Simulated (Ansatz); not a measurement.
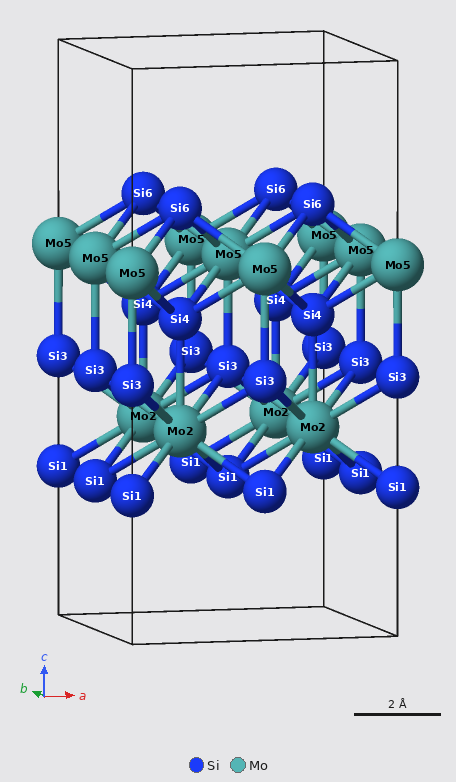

*The structure as given in the input (ball-and-stick view of the 2 × 2 repeat of the cell, with the vacuum cut short, seen slightly off an axis; atoms are numbered from 1 in the order of the input).*

## Run report: MoSi2, geometry relaxation (part 1 of 2)

System: MoSi2 (slab, 6 atoms in the cell).
Method: DFT PBE, scalar-relativistic, plane waves, PAW, PAW set soft_1, no spin polarisation (Ansatz 0.2.0).

The structure derives from an entry of the Crystallography Open Database. The input holds or restrains some coordinates. Figures and captions count atoms from 1; the log counts them from 0 in places.

## The program's output
```
Engine: ansatz 0.2.0, x86_64-unknown-linux-gnu
Pseudopotentials: kind: paw
Pseudopotential: Si, paw, valence charge 4, recommended cutoff 420 eV (normal), [file]
Pseudopotential: Mo, paw, valence charge 14, recommended cutoff 420 eV (normal), [file]
Functional definition: PBE
  parameter kappa = 0.804
  parameter beta = 0.06672455060314922
  exchange = pbe_x(kappa = kappa, mu = beta*pi^2/3)
  correlation = pbe_c(beta = beta)
Crystal: 6 atoms, lattice volume = 212.497 Å³
Basis set: ecut = 420 eV, 4165 PW (Γ), exchange–correlation on 48×48×288 points (8 copies of the dense FFT grid, shifted against one another)
Bands: 28, of which v1, the nominal top of the filled ones, is band 22 counted from 1 (21 counted from 0)
Symmetry: 8 space group operations
k-points: 15 of 81
Non-local potential: Si, projectors of the file, l = 0: 2, l = 1: 2, l = 2: 1
Non-local potential: Mo, projectors of the file, l = 0: 3, l = 1: 2, l = 2: 2, l = 3: 1
PAW form: soft (Blöchl's): semilocal exchange-correlation on the pseudo side does not see the compensation charge
PAW one-centre angular grid: Si, 110 points (default); XC on 64 Gauss nodes
PAW one-centre angular grid: Mo, 590 points (default); XC on 64 Gauss nodes
Initial density: superposition of atomic densities (neutral atoms: chi_scale 0, normalization atom)
Initial wavefunctions: pseudopotential atomic-orbital guess
Functional: x = pbe(κ = 0.804, μ = 0.2195149727645171), c = pbe(β = 0.06672455060314922)
SCF iter   1: F=—  HF=-12457.744223 eV  |F-HF|=—  |Δ(HF+E_count)|=         —  Δρ=4.76e-2  dr2=1.30e1  ethr=3.10e-3  p=0.000 e·Å  D=1.95e-14 V/Å  ΔV_dip=-0.00 eV  dr2_dipole=5.35e-9  V_vac-E_F(+/−)=6.50/6.50 eV  ⟨swp⟩=11.1  Hψ=2758  notcnv=0
efield: sawtooth ramp at fractional position 0.9800 (placed from the atoms, in the widest stretch of the axis that holds none; the zero of the levels goes with the place), width 0.0400; the density the first Hamiltonian is built on has a dipole p = 0.000 e·Å; the dipole correction subtracts the counter field D = 1.95e-14 V/Å, which shifts the + side's vacuum level by -0.00 eV against the − side's; the planar-averaged density in the ramp window peaks in size at 2.5e-6 e/Å³
preconditioner: auto → LDOS  [metal: Δε(μ)=0.037 eV  Ē_g=6.630 eV  σ=0.100 eV  W_gap=0.20  n_scr=32 (ndim 8)  ℏωp=13.5 eV  f_vac=0.491  D(μ)=4.26/eV (n_scr^D=12)  β→1.0]
SCF iter   2: F=—  HF=-12456.050636 eV  |F-HF|=—  |Δ(HF+E_count)|=    1.69e0  Δρ=3.67e-2  dr2=3.80e0  ethr=3.10e-3  p=0.000 e·Å  D=3.80e-5 V/Å  ΔV_dip=-0.00 eV  dr2_dipole=4.25e-9  V_vac-E_F(+/−)=4.89/4.89 eV  ⟨swp⟩=4.0  Hψ=1174  notcnv=0  defer=18
SCF iter   3: F=—  HF=-12455.369983 eV  |F-HF|=—  |Δ(HF+E_count)|=   6.81e-1  Δρ=7.98e-3  dr2=3.02e-1  ethr=3.10e-3  p=0.000 e·Å  D=2.63e-6 V/Å  ΔV_dip=-0.00 eV  dr2_dipole=1.23e-9  V_vac-E_F(+/−)=4.92/4.92 eV  ⟨swp⟩=3.1  Hψ=978  notcnv=0  defer=18
SCF iter   4: F=—  HF=-12455.317195 eV  |F-HF|=—  |Δ(HF+E_count)|=   5.28e-2  Δρ=2.07e-3  dr2=1.37e-2  ethr=6.87e-4  p=0.000 e·Å  D=7.86e-6 V/Å  ΔV_dip=-0.00 eV  dr2_dipole=5.80e-9  V_vac-E_F(+/−)=4.77/4.77 eV  ⟨swp⟩=2.5  Hψ=760  notcnv=0  defer=18
SCF iter   5: F=—  HF=-12455.318642 eV  |F-HF|=—  |Δ(HF+E_count)|=   1.45e-3  Δρ=8.51e-4  dr2=5.63e-3  ethr=3.12e-5  p=-0.000 e·Å  D=-2.28e-6 V/Å  ΔV_dip=0.00 eV  dr2_dipole=7.20e-10  V_vac-E_F(+/−)=4.65/4.65 eV  ⟨swp⟩=2.1  Hψ=739  notcnv=0  defer=18
SCF iter   6: F=—  HF=-12455.317846 eV  |F-HF|=—  |Δ(HF+E_count)|=   7.96e-4  Δρ=2.34e-4  dr2=1.73e-4  ethr=1.28e-5  p=-0.000 e·Å  D=-2.47e-6 V/Å  ΔV_dip=0.00 eV  dr2_dipole=3.45e-10  V_vac-E_F(+/−)=4.59/4.59 eV  ⟨swp⟩=2.7  Hψ=755  notcnv=0  defer=18
SCF iter   7: F=-12455.317870 eV  HF=-12455.317876 eV  |F-HF|=6.54e-6  |Δ(HF+E_count)|=   3.00e-5  Δρ=7.66e-5  dr2=1.62e-5  ethr=5.11e-8  p=-0.000 e·Å  D=-4.41e-7 V/Å  ΔV_dip=0.00 eV  dr2_dipole=6.79e-13  V_vac-E_F(+/−)=4.57/4.57 eV  ⟨swp⟩=14.1  Hψ=2938  notcnv=0
SCF 1 converged in 7 iterations: F = -12455.317870 eV  dr2 = 1.62e-5
  greatest PAW one-centre occupation: 0.999 electrons in one spin orbital (limit 2), on the Mo atom at site 4 (counted from 0), in its partial waves of l = 0
relax step   1: F+E_penalty+E_count = -12455.31786972 eV  Δ(F+E_penalty+E_count) = +0.000e0 eV  max|allowed force component| = 5.079e-1 eV/Å  Δτ_max = 0.0000 Å  (7 SCF iters, dr2 threshold 2.25e-5 eV, accepted)
Initial density: handed on by an earlier stage of this run
Initial wavefunctions: those handed on with the density
iter 1 solved again at ethr=4.67e-4 eV; its pass at ethr=3.10e-3 eV (dr2=2.06e-1 eV) is discarded
SCF iter   1: F=—  HF=-12455.377237 eV  |F-HF|=—  |Δ(HF+E_count)|=         —  Δρ=4.50e-3  dr2=1.99e-1  ethr=4.67e-4  p=-0.000 e·Å  D=-1.78e-6 V/Å  ΔV_dip=0.00 eV  dr2_dipole=3.55e-2  V_vac-E_F(+/−)=4.59/4.59 eV  ⟨swp⟩=2.1  Hψ=1719  notcnv=0  defer=18
efield: sawtooth ramp at fractional position 0.9800 (handed on by an earlier solve), width 0.0400; the density the first Hamiltonian is built on has a dipole p = -0.000 e·Å; the dipole correction subtracts the counter field D = -1.78e-6 V/Å, which shifts the + side's vacuum level by +0.00 eV against the − side's; the planar-averaged density in the ramp window peaks in size at 2.3e-6 e/Å³
preconditioner: auto → LDOS  [metal: Δε(μ)=0.069 eV  Ē_g=6.229 eV  σ=0.100 eV  W_gap=0.36  n_scr=32 (ndim 8)  ℏωp=13.5 eV  f_vac=0.511  D(μ)=3.55/eV (n_scr^D=10)  β→1.0]
SCF iter   2: F=—  HF=-12455.361896 eV  |F-HF|=—  |Δ(HF+E_count)|=   1.53e-2  Δρ=1.50e-3  dr2=1.89e-2  ethr=4.53e-4  p=0.007 e·Å  D=5.86e-3 V/Å  ΔV_dip=-0.12 eV  dr2_dipole=1.45e-4  V_vac-E_F(+/−)=4.45/4.57 eV  ⟨swp⟩=2.1  Hψ=625  notcnv=0  defer=18
SCF iter   3: F=—  HF=-12455.359105 eV  |F-HF|=—  |Δ(HF+E_count)|=   2.79e-3  Δρ=4.99e-4  dr2=2.28e-3  ethr=4.29e-5  p=0.004 e·Å  D=3.34e-3 V/Å  ΔV_dip=-0.07 eV  dr2_dipole=2.51e-5  V_vac-E_F(+/−)=4.49/4.56 eV  ⟨swp⟩=2.5  Hψ=692  notcnv=0  defer=18
SCF iter   4: F=—  HF=-12455.358979 eV  |F-HF|=—  |Δ(HF+E_count)|=   1.26e-4  Δρ=8.97e-5  dr2=2.82e-5  ethr=5.17e-6  p=0.004 e·Å  D=3.54e-3 V/Å  ΔV_dip=-0.07 eV  dr2_dipole=1.40e-7  V_vac-E_F(+/−)=4.49/4.56 eV  ⟨swp⟩=2.6  Hψ=720  notcnv=0  defer=18
SCF iter   5: F=-12455.358985 eV  HF=-12455.358988 eV  |F-HF|=2.07e-6  |Δ(HF+E_count)|=   8.14e-6  Δρ=3.49e-5  dr2=5.87e-6  ethr=3.66e-8  p=0.004 e·Å  D=3.46e-3 V/Å  ΔV_dip=-0.07 eV  dr2_dipole=1.89e-7  V_vac-E_F(+/−)=4.49/4.56 eV  ⟨swp⟩=13.8  Hψ=2491  notcnv=0
SCF 2 converged in 5 iterations: F = -12455.358985 eV  dr2 = 5.87e-6
relax step   2: F+E_penalty+E_count = -12455.35898544 eV  Δ(F+E_penalty+E_count) = -4.112e-2 eV  max|allowed force component| = 2.854e-1 eV/Å  Δτ_max = 0.1253 Å  (5 SCF iters, dr2 threshold 1.61e-5 eV, accepted)
SCF iter   1: F=—  HF=-12455.365294 eV  |F-HF|=—  |Δ(HF+E_count)|=         —  Δρ=9.69e-4  dr2=5.87e-3  ethr=2.82e-4  p=0.004 e·Å  D=3.46e-3 V/Å  ΔV_dip=-0.07 eV  dr2_dipole=1.65e-3  V_vac-E_F(+/−)=4.48/4.56 eV  ⟨swp⟩=2.1  Hψ=887  notcnv=0  defer=18
efield: sawtooth ramp at fractional position 0.9800 (handed on by an earlier solve), width 0.0400; the density the first Hamiltonian is built on has a dipole p = 0.004 e·Å; the dipole correction subtracts the counter field D = 3.46e-3 V/Å, which shifts the + side's vacuum level by -0.07 eV against the − side's; the planar-averaged density in the ramp window peaks in size at 2.3e-6 e/Å³
preconditioner: auto → LDOS  [metal: Δε(μ)=0.057 eV  Ē_g=6.234 eV  σ=0.100 eV  W_gap=0.31  n_scr=32 (ndim 8)  ℏωp=13.5 eV  f_vac=0.512  D(μ)=3.67/eV (n_scr^D=10)  β→1.0]
SCF iter   2: F=—  HF=-12455.364675 eV  |F-HF|=—  |Δ(HF+E_count)|=   6.19e-4  Δρ=5.51e-4  dr2=2.78e-3  ethr=1.33e-5  p=0.007 e·Å  D=5.72e-3 V/Å  ΔV_dip=-0.12 eV  dr2_dipole=4.54e-4  V_vac-E_F(+/−)=4.44/4.56 eV  ⟨swp⟩=3.3  Hψ=967  notcnv=0  defer=18
SCF iter   3: F=—  HF=-12455.364505 eV  |F-HF|=—  |Δ(HF+E_count)|=   1.70e-4  Δρ=1.78e-4  dr2=1.62e-4  ethr=6.31e-6  p=0.006 e·Å  D=5.21e-3 V/Å  ΔV_dip=-0.11 eV  dr2_dipole=2.73e-6  V_vac-E_F(+/−)=4.45/4.56 eV  ⟨swp⟩=2.0  Hψ=602  notcnv=0  defer=18
SCF iter   4: F=-12455.364461 eV  HF=-12455.364464 eV  |F-HF|=3.80e-6  |Δ(HF+E_count)|=   4.09e-5  Δρ=2.65e-5  dr2=4.52e-6  ethr=1.16e-8  p=0.006 e·Å  D=5.27e-3 V/Å  ΔV_dip=-0.11 eV  dr2_dipole=1.29e-6  V_vac-E_F(+/−)=4.45/4.56 eV  ⟨swp⟩=12.5  Hψ=2942  notcnv=0
SCF 3 converged in 4 iterations: F = -12455.364461 eV  dr2 = 4.52e-6
relax step   3: F+E_penalty+E_count = -12455.36446068 eV  Δ(F+E_penalty+E_count) = -5.475e-3 eV  max|allowed force component| = 3.586e-2 eV/Å  Δτ_max = 0.0322 Å  (4 SCF iters, dr2 threshold 5.09e-6 eV, accepted)
SCF iter   1: F=—  HF=-12455.364382 eV  |F-HF|=—  |Δ(HF+E_count)|=         —  Δρ=1.87e-4  dr2=1.80e-4  ethr=1.82e-6  p=0.006 e·Å  D=5.27e-3 V/Å  ΔV_dip=-0.11 eV  dr2_dipole=7.21e-6  V_vac-E_F(+/−)=4.45/4.56 eV  ⟨swp⟩=2.1  Hψ=870  notcnv=0
efield: sawtooth ramp at fractional position 0.9800 (handed on by an earlier solve), width 0.0400; the density the first Hamiltonian is built on has a dipole p = 0.006 e·Å; the dipole correction subtracts the counter field D = 5.27e-3 V/Å, which shifts the + side's vacuum level by -0.11 eV against the − side's; the planar-averaged density in the ramp window peaks in size at 2.2e-6 e/Å³
preconditioner: auto → LDOS  [metal: Δε(μ)=0.051 eV  Ē_g=6.231 eV  σ=0.100 eV  W_gap=0.27  n_scr=32 (ndim 8)  ℏωp=13.5 eV  f_vac=0.512  D(μ)=3.71/eV (n_scr^D=10)  β→1.0]
SCF iter   2: F=—  HF=-12455.364359 eV  |F-HF|=—  |Δ(HF+E_count)|=   2.35e-5  Δρ=6.47e-5  dr2=3.61e-5  ethr=4.08e-7  p=0.006 e·Å  D=5.27e-3 V/Å  ΔV_dip=-0.11 eV  dr2_dipole=4.48e-6  V_vac-E_F(+/−)=4.45/4.56 eV  ⟨swp⟩=2.5  Hψ=852  notcnv=0
SCF iter   3: F=—  HF=-12455.364549 eV  |F-HF|=—  |Δ(HF+E_count)|=   1.90e-4  Δρ=1.72e-5  dr2=1.95e-6  ethr=8.21e-8  p=0.006 e·Å  D=5.30e-3 V/Å  ΔV_dip=-0.11 eV  dr2_dipole=5.48e-8  V_vac-E_F(+/−)=4.45/4.56 eV  ⟨swp⟩=2.1  Hψ=614  notcnv=0
SCF iter   4: F=—  HF=-12455.364548 eV  |F-HF|=—  |Δ(HF+E_count)|=   2.37e-7  Δρ=5.69e-6  dr2=2.13e-7  ethr=4.42e-9  p=0.006 e·Å  D=5.32e-3 V/Å  ΔV_dip=-0.11 eV  dr2_dipole=6.03e-8  V_vac-E_F(+/−)=4.45/4.56 eV  ⟨swp⟩=3.0  Hψ=825  notcnv=0
SCF iter   5: F=-12455.364548 eV  HF=-12455.364548 eV  |F-HF|=9.93e-9  |Δ(HF+E_count)|=   3.14e-8  Δρ=1.82e-6  dr2=2.32e-8  ethr=2.27e-10  p=0.006 e·Å  D=5.33e-3 V/Å  ΔV_dip=-0.11 eV  dr2_dipole=8.42e-9  V_vac-E_F(+/−)=4.45/4.56 eV  ⟨swp⟩=9.8  Hψ=2016  notcnv=0
SCF 4 converged in 5 iterations: F = -12455.364548 eV  dr2 = 2.32e-8
  greatest PAW one-centre occupation: 0.999 electrons in one spin orbital (limit 2), on the Mo atom at site 1 (counted from 0), in its partial waves of l = 0
relax step   4: F+E_penalty+E_count = -12455.36454844 eV  Δ(F+E_penalty+E_count) = -8.775e-5 eV  max|allowed force component| = 5.387e-3 eV/Å  Δτ_max = 0.0033 Å  (5 SCF iters, accepted)
```

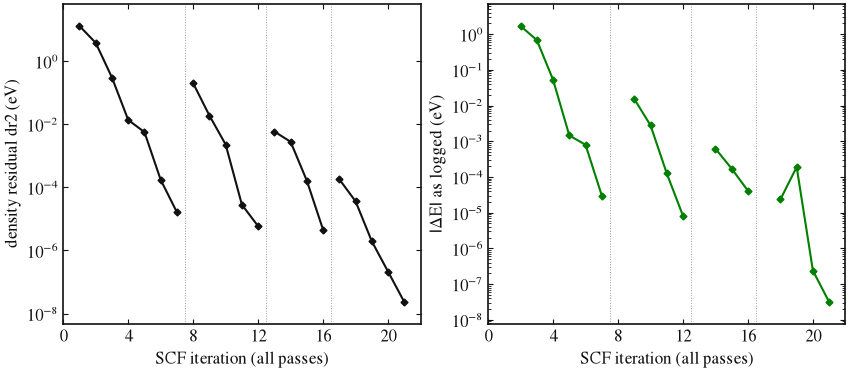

*Convergence of the self-consistent field: density residual dr2 and size of the energy change against the SCF iteration. The dotted lines part the SCF passes of the relaxation: geometry steps, rejected trials and re-solves on a re-selected basis.*

The passes take 7, 5, 4 and 5 iterations.
